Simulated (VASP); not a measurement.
**Geometry relaxation of Ti (part 1 of 2)**

Ti (2 atoms in the cell), computed with Kohn-Sham DFT of a periodic cell, LDA, VASP PAW LDA potentials, recommended, no spin polarisation (VASP 6.6.1).

The structure derives from an entry of the Crystallography Open Database.

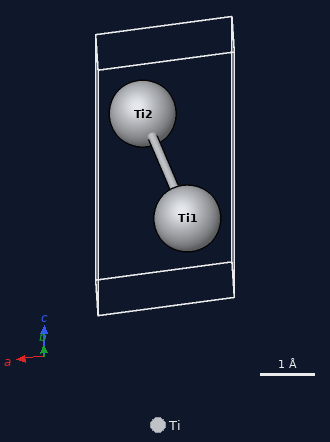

The input geometry (ball-and-stick view of the cell of the calculation, seen at an oblique angle; atoms are numbered from 1 in the order of the input). Near neighbours in the crystal (not all of them lie inside the picture): Ti has 12 Ti at 2.89 to 2.95 Å.

**Key numbers**

```csv
quantity,value
outcome,converged
space group (tolerance 0.01 Å),P6₃/mmc (194)
electrons treated,24
free energy,−17.0998 eV
Fermi energy,8.950 eV
gap on the k-point mesh,none (metallic)
pressure,−0.03 GPa
final volume,32.16 Å³
largest force (length of the vector) at the end,under 0.001 eV/Å
final cell,"a = 2.861 Å, b = 2.861 Å, c = 4.536 Å, α = 90.00°, β = 90.00°, γ = 120.00°"
hardware,"1 thread of Intel Xeon (Granite Rapids), 64 GiB of memory available, shared host"
wall time,2.2 min
peak memory,0.23 GiB
```

The volume changed by more than 5 % on the plane waves of the start, so the result carries a basis error; a second relaxation from the end is advised.

**INCAR**
```
SYSTEM = Ti
PREC = Accurate
ENCUT = 600
EDIFF = 1E-6
ISMEAR = 1
SIGMA = 0.1
LREAL = .FALSE.
LASPH = .TRUE.
NELM = 80
ALGO = Normal
ISIF = 3
LWAVE = .FALSE.
LCHARG = .FALSE.
IBRION = 2
NSW = 90
EDIFFG = -0.01
```

**KPOINTS**
```
Automatic mesh
0
G
  18 18 9
  0 0 0
```

**POSCAR**
```
Ti
1.0
    2.9500000000      0.0000000000      0.0000000000
   -1.4750000000      2.5547749412      0.0000000000
    0.0000000000      0.0000000000      4.6800000000
Ti
2
Direct
    0.3333333333      0.6666666667      0.2500000000
    0.6666666667      0.3333333333      0.7500000000
```

Launched with:
```bash
cat potpaw_LDA.64/Ti_sv/POTCAR > POTCAR
mpirun -np 1 vasp_std > vasp.out
```

**OSZICAR**
```
N       E                     dE             d eps       ncg     rms          rms(c)
DAV:   1     0.258730008414E+03    0.25873E+03   -0.14673E+04  5920   0.202E+03
DAV:   2     0.917757608128E+01   -0.24955E+03   -0.24821E+03  6192   0.516E+02
DAV:   3    -0.179675221984E+02   -0.27145E+02   -0.26890E+02 11624   0.138E+02
DAV:   4    -0.191557600313E+02   -0.11882E+01   -0.11882E+01  6352   0.304E+01
DAV:   5    -0.192218182826E+02   -0.66058E-01   -0.66058E-01  9824   0.482E+00    0.115E+01
DAV:   6    -0.170094307589E+02    0.22124E+01   -0.85518E+00  7016   0.329E+01    0.278E+00
DAV:   7    -0.169865950611E+02    0.22836E-01   -0.76150E-01  8824   0.682E+00    0.195E+00
DAV:   8    -0.170049163227E+02   -0.18321E-01   -0.21246E-01  7032   0.649E+00    0.668E-01
DAV:   9    -0.169961893926E+02    0.87269E-02   -0.51545E-02  7248   0.264E+00    0.671E-02
DAV:  10    -0.169964622947E+02   -0.27290E-03   -0.21572E-03  9432   0.373E-01    0.899E-02
DAV:  11    -0.169965230713E+02   -0.60777E-04   -0.22467E-04  6800   0.141E-01    0.252E-02
DAV:  12    -0.169965173708E+02    0.57005E-05   -0.38593E-05  8296   0.488E-02    0.817E-03
DAV:  13    -0.169965171032E+02    0.26767E-06   -0.89772E-07  4504   0.102E-02
   1 F= -.16996517E+02 E0= -.16996730E+02  d E =-.169965E+02
       N       E                     dE             d eps       ncg     rms          rms(c)
DAV:   1    -0.253567056131E+02   -0.83602E+01   -0.21107E+02  8008   0.189E+02    0.248E+01
DAV:   2    -0.172045468280E+02    0.81522E+01   -0.30249E+01  6912   0.730E+01    0.824E+00
DAV:   3    -0.166965409737E+02    0.50801E+00   -0.86005E+00  8512   0.224E+01    0.337E+00
DAV:   4    -0.168674722717E+02   -0.17093E+00   -0.14494E+00  7432   0.115E+01    0.543E-01
DAV:   5    -0.169403270796E+02   -0.72855E-01   -0.18735E-01  8664   0.358E+00    0.955E-01
DAV:   6    -0.170276892877E+02   -0.87362E-01   -0.17679E-01  7880   0.253E+00    0.333E-01
DAV:   7    -0.170316985248E+02   -0.40092E-02   -0.96231E-03  7464   0.784E-01    0.265E-01
DAV:   8    -0.170370052001E+02   -0.53067E-02   -0.13450E-02  7752   0.837E-01    0.816E-02
DAV:   9    -0.170371256153E+02   -0.12042E-03   -0.11953E-03  9112   0.219E-01    0.305E-02
DAV:  10    -0.170371220000E+02    0.36152E-05   -0.29956E-05  7520   0.601E-02    0.188E-02
DAV:  11    -0.170371255223E+02   -0.35223E-05   -0.27491E-05  7872   0.336E-02    0.153E-02
DAV:  12    -0.170371237274E+02    0.17949E-05   -0.69831E-06  8496   0.236E-02    0.333E-03
DAV:  13    -0.170371236247E+02    0.10271E-06   -0.38338E-07  3384   0.602E-03
   2 F= -.17037124E+02 E0= -.17037388E+02  d E =-.406065E-01
       N       E                     dE             d eps       ncg     rms          rms(c)
DAV:   1    -0.186705122795E+02   -0.16334E+01   -0.40215E+01  7944   0.925E+01    0.108E+01
DAV:   2    -0.171135796107E+02    0.15569E+01   -0.83543E+00  9008   0.345E+01    0.321E+00
DAV:   3    -0.170192752617E+02    0.94304E-01   -0.11308E+00  8280   0.773E+00    0.937E-01
DAV:   4    -0.170551862572E+02   -0.35911E-01   -0.16692E-01  8072   0.318E+00    0.464E-01
DAV:   5    -0.170904385411E+02   -0.35252E-01   -0.79310E-02  7800   0.163E+00    0.589E-01
DAV:   6    -0.170978394613E+02   -0.74009E-02   -0.14283E-02  8552   0.118E+00    0.151E-01
DAV:   7    -0.170995223382E+02   -0.16829E-02   -0.37638E-03  7656   0.380E-01    0.612E-02
DAV:   8    -0.170997948391E+02   -0.27250E-03   -0.50901E-04  9288   0.139E-01    0.238E-02
DAV:   9    -0.170998123407E+02   -0.17502E-04   -0.46952E-05  7104   0.544E-02    0.258E-03
DAV:  10    -0.170998123786E+02   -0.37859E-07   -0.45159E-06  6728   0.140E-02
   3 F= -.17099812E+02 E0= -.17099913E+02  d E =-.103295E+00
       N       E                     dE             d eps       ncg     rms          rms(c)
DAV:   1    -0.171009473056E+02   -0.11350E-02   -0.28607E-02  8080   0.236E+00    0.291E-01
DAV:   2    -0.170998119597E+02    0.11353E-02   -0.56137E-03  8880   0.908E-01    0.851E-02
DAV:   3    -0.170997478565E+02    0.64103E-04   -0.76846E-04  8488   0.200E-01    0.276E-02
DAV:   4    -0.170997724616E+02   -0.24605E-04   -0.15283E-04  7936   0.910E-02    0.105E-02
DAV:   5    -0.170997917270E+02   -0.19265E-04   -0.40659E-05  7792   0.452E-02    0.154E-02
DAV:   6    -0.170997987562E+02   -0.70293E-05   -0.16532E-05  8400   0.329E-02    0.395E-03
DAV:   7    -0.170997996851E+02   -0.92893E-06   -0.18671E-06  4800   0.102E-02
   4 F= -.17099800E+02 E0= -.17099902E+02  d E =-.103283E+00
       N       E                     dE             d eps       ncg     rms          rms(c)
DAV:   1    -0.171004933024E+02   -0.69455E-03   -0.21098E-02  7728   0.220E+00    0.213E-01
DAV:   2    -0.170998860953E+02    0.60721E-03   -0.25707E-03  7624   0.690E-01    0.750E-02
DAV:   3    -0.170998191056E+02    0.66990E-04   -0.59637E-04  9296   0.212E-01    0.280E-02
DAV:   4    -0.170998309530E+02   -0.11847E-04   -0.73730E-05  7632   0.917E-02    0.100E-02
DAV:   5    -0.170998408876E+02   -0.99347E-05   -0.38817E-05  9264   0.462E-02    0.133E-02
DAV:   6    -0.170998420202E+02   -0.11326E-05   -0.46045E-06  5376   0.238E-02    0.465E-03
DAV:   7    -0.170998422169E+02   -0.19673E-06   -0.11517E-06  3720   0.135E-02
   5 F= -.17099842E+02 E0= -.17099957E+02  d E =-.425318E-04
```

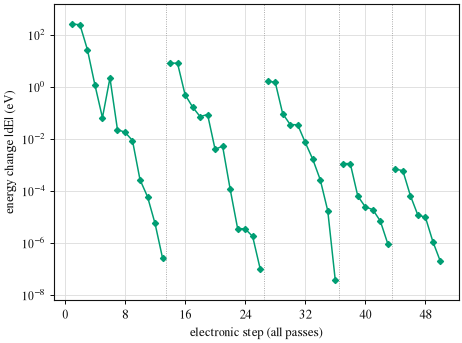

Convergence of the self-consistent field: energy change |dE| against the electronic step. Each stretch between dotted lines is the SCF of one geometry step of a relaxation. The 5 ionic steps take 7 to 13 electronic steps each. The density is held fixed in the first few steps, and dE rises again when its update begins.

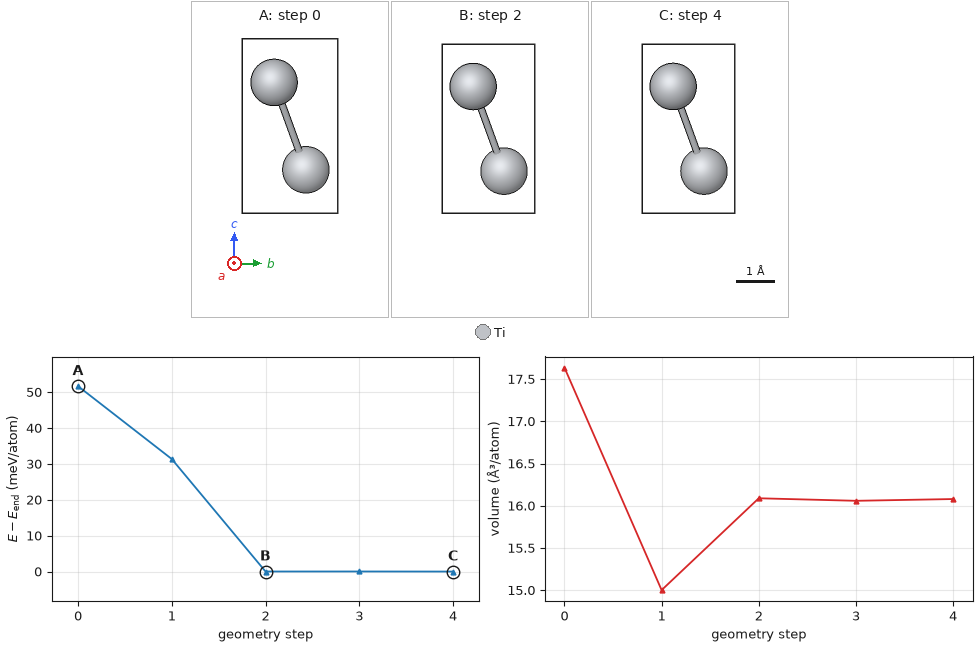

Frames of the relaxation (ball-and-stick view of the cell of the calculation, along the a axis) above the curves, on which the letters mark them (steps are counted from 0).

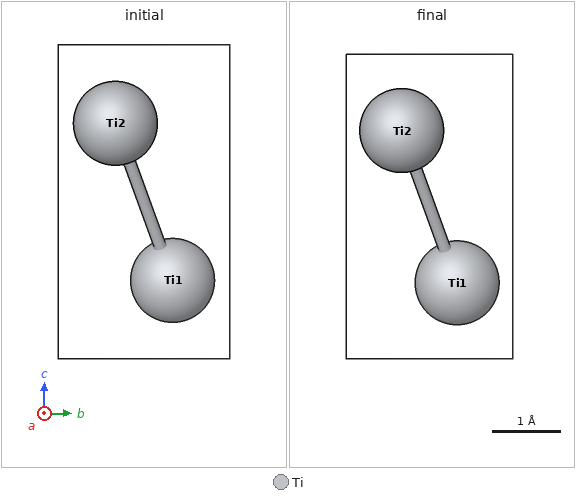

Before (left) and after (right) the relaxation, at one scale (ball-and-stick view of the cell of the calculation, along the a axis). No atom moves by more than 0.005 Å relative to the cell. Cell: a = b 2.950 → 2.861 Å (−3.0 %), c 4.680 → 4.536 Å (−3.1 %). Volume −8.8 %. Distances before and after: Ti1–Ti1 2.950 → 2.861 Å, Ti1–Ti2 2.894 → 2.806 Å. The space group stays P6_3/mmc (No. 194). Over 4 geometry steps the energy falls by 51.7 meV per atom. All forces vanish by symmetry, so only the cell relaxes. (Atoms are counted from 1 in the order of the input.)

**Parts of OUTCAR**
```
SYSTEM = Ti
   PREC = Accurate
   ENCUT = 600
   EDIFF = 1E-6
   ISMEAR = 1
   LREAL = .FALSE.
   LASPH = .TRUE.
   NELM = 80
   ISIF = 3
   IBRION = 2
   NSW = 90
   EDIFFG = -0.01

 ion  position               nearest neighbor table
   1  0.333  0.667  0.250-   2 2.89   2 2.89   2 2.89   2 2.89   2 2.89   2 2.89
   2  0.667  0.333  0.750-   1 2.89   1 2.89   1 2.89   1 2.89   1 2.89   1 2.89

  LATTYP: Found a hexagonal cell.
 ALAT       =     2.9500000000
 C/A-ratio  =     1.5864406780

  Lattice vectors:

 A1 = (   2.9500000000,   0.0000000000,   0.0000000000)
 A2 = (  -1.4750000000,   2.5547749412,   0.0000000000)
 A3 = (   0.0000000000,   0.0000000000,   4.6800000000)

Analysis of symmetry for initial positions (statically):
=====================================================================
 Subroutine PRICEL returns:
 Original cell was already a primitive cell.

 Routine SETGRP: Setting up the symmetry group for a
 hexagonal supercell.

 Subroutine GETGRP returns: Found 24 space group operations
 (whereof 12 operations were pure point group operations)
 out of a pool of 24 trial point group operations.

The static configuration has the point symmetry D_3d.
 The point group associated with its full space group is D_6h.

Analysis of symmetry for dynamics (positions and initial velocities):
=====================================================================
 Subroutine PRICEL returns:
 Original cell was already a primitive cell.

 Routine SETGRP: Setting up the symmetry group for a
 hexagonal supercell.

 Subroutine GETGRP returns: Found 24 space group operations
 (whereof 12 operations were pure point group operations)
 out of a pool of 24 trial point group operations.

The dynamic configuration has the point symmetry D_3d.
 The point group associated with its full space group is D_6h.

 Subroutine INISYM returns: Found 24 space group operations
 (whereof 12 operations are pure point group operations),
 and found     1 'primitive' translations

----------------------------------------------------------------------------------------

                                     Primitive cell

  volume of cell :      35.2712

  direct lattice vectors                    reciprocal lattice vectors
     2.950000000  0.000000000  0.000000000     0.338983051  0.195711956  0.000000000
    -1.475000000  2.554774941  0.000000000     0.000000000  0.391423911  0.000000000
     0.000000000  0.000000000  4.680000000     0.000000000  0.000000000  0.213675214

  length of vectors
     2.950000000  2.950000000  4.680000000     0.391423911  0.391423911  0.213675214

  position of ions in fractional coordinates (direct lattice)
     0.333333333  0.666666667  0.250000000
     0.666666667  0.333333333  0.750000000

  ion indices of the primitive-cell ions
   primitive index   ion index
                 1           1
                 2           2

----------------------------------------------------------------------------------------

 KPOINTS: Automatic mesh

Automatic generation of k-mesh.
 Grid dimensions read from file:
 generate k-points for:   18   18    9

 Generating k-lattice:

  Cartesian coordinates                     Fractional coordinates (reciprocal lattice)
     0.018832392  0.010872886  0.000000000     0.055555556 -0.000000000  0.000000000
     0.000000000  0.021745773  0.000000000     0.000000000  0.055555556  0.000000000
     0.000000000  0.000000000  0.023741690     0.000000000  0.000000000  0.111111111

  Length of vectors
     0.021745773  0.021745773  0.023741690

  Shift w.r.t. Gamma in fractional coordinates (k-lattice)
     0.000000000  0.000000000  0.000000000

 Subroutine IBZKPT returns following result:
 ===========================================

 Found    185 irreducible k-points:

 Following reciprocal coordinates:
            Coordinates               Weight
  0.000000  0.000000  0.000000      1.000000
  0.055556  0.000000  0.000000      6.000000
  0.111111  0.000000  0.000000      6.000000
  0.166667  0.000000  0.000000      6.000000
  0.222222  0.000000  0.000000      6.000000
  0.277778 -0.000000  0.000000      6.000000
  0.333333  0.000000  0.000000      6.000000
  0.388889 -0.000000  0.000000      6.000000
  0.444444  0.000000  0.000000      6.000000
  0.500000  0.000000  0.000000      3.000000
  0.055556  0.055556  0.000000      6.000000
  0.111111  0.055556  0.000000     12.000000
  0.166667  0.055556  0.000000     12.000000
  0.222222  0.055556  0.000000     12.000000
  0.277778  0.055556  0.000000     12.000000
  0.333333  0.055556  0.000000     12.000000
  0.388889  0.055556  0.000000     12.000000
  0.444444  0.055556  0.000000     12.000000
  0.111111  0.111111  0.000000      6.000000
  0.166667  0.111111  0.000000     12.000000
  0.222222  0.111111  0.000000     12.000000
  0.277778  0.111111  0.000000     12.000000
  0.333333  0.111111  0.000000     12.000000
  0.388889  0.111111  0.000000     12.000000
 [... further k-points ...]
   k-points           NKPTS =    185   k-points in BZ     NKDIM =    185   number of bands    NBANDS=     16
   number of dos      NEDOS =    301   number of ions     NIONS =      2
   total plane-waves  NPLWV =  23040
   dimension x,y,z NGX =    24 NGY =   24 NGZ =   40
   dimension x,y,z NGXF=    48 NGYF=   48 NGZF=   80
   ions per type =               2
   NGX,Y,Z   is equivalent  to a cutoff of  13.53, 13.53, 14.21 a.u.
   NGXF,Y,Z  is equivalent  to a cutoff of  27.05, 27.05, 28.42 a.u.
 SYSTEM =  Ti
   PREC   = accura    normal or accurate (medium, high low for compatibility)
   ISTART =      0    job   : 0-new  1-cont  2-samecut
   ICHARG =      2    charge: 1-file 2-atom 10-const
   ISPIN  =      1    spin polarized calculation?
   LNONCOLLINEAR =      F non collinear calculations
   LSORBIT =      F    spin-orbit coupling
   LASPH  =      T    aspherical Exc in radial PAW
   ENCUT  =  600.0 eV  44.10 Ry    6.64 a.u.   5.89  5.89  9.35*2*pi/ulx,y,z
   NELM   =     80;   NELMIN=  2; NELMDL= -5     # of ELM steps
   EDIFF  = 0.1E-05   stopping-criterion for ELM
   LREAL  =      F    real-space projection
   EDIFFG = -.1E-01   stopping-criterion for IOM
   NSW    =     90    number of steps for IOM
   IBRION =      2    ionic relax: 0-MD 1-quasi-New 2-CG
   NFREE  =      1    steps in history (QN), initial steepest desc. (CG)
   ISIF   =      3    stress and relaxation
   ISYM   =      2    0-nonsym 1-usesym 2-fastsym
   POTIM  = 0.5000    time-step for ionic-motion
   TEBEG  =    0.0;   TEEND  =   0.0 temperature during run
   PSTRESS=    0.0 pullay stress
   NELECT =      24.0000    total number of electrons
   NUPDOWN=      -1.0000    fix difference up-down
   EMIN   =  10.00;   EMAX   =-10.00  energy-range for DOS
   EFERMI =   0.00;   METHOD = LEGACY
   ISMEAR =     1;   SIGMA  =   0.10  broadening in eV -4-tet -1-fermi 0-gaus
   EFERMI_NEDOS =   21; number of points for ismear=-14 and -15
   IALGO  =     38    algorithm
   IMIX   =      4    mixing-type and parameters
     AMIX     =   0.40;   BMIX     =  1.00
     AMIX_MAG =   1.60;   BMIX_MAG =  1.00
  volume/ion in A,a.u.               =      17.64       119.01
  Fermi-wavevector in a.u.,A,eV,Ry     =   1.439920  2.721055 28.209912  2.073370
  Thomas-Fermi vector in A             =   2.558722
   LORBIT       =      0    0 simple, 1 ext, 2 COOP (PROOUT), +10 PAW based schemes
   GGA     = CA    functional components
   LHFCALC =     F    Hartree Fock is set to
   AEXX    =    0.0000 exact exchange contribution
   IVDW    =     0    specifies the selected vdW correction
   LEPSILON=     F    determine dielectric tensor
   LRPA    =     F    only Hartree local field effects (RPA)
 conjugate gradient relaxation of ions
 non-spin polarized calculation
 Methfessel and Paxton  Order N= 1 SIGMA  =   0.10
  energy-cutoff  :      600.00
  volume of cell :       35.27
 maximum number of plane-waves:      1194
 NGX is ok and might be reduce to    24
   NGX = 11   NGY = 11   NGZ = 19

--------------------------------------- Ionic step        1  -------------------------------------------

 number of electron      23.9999997 magnetization
```
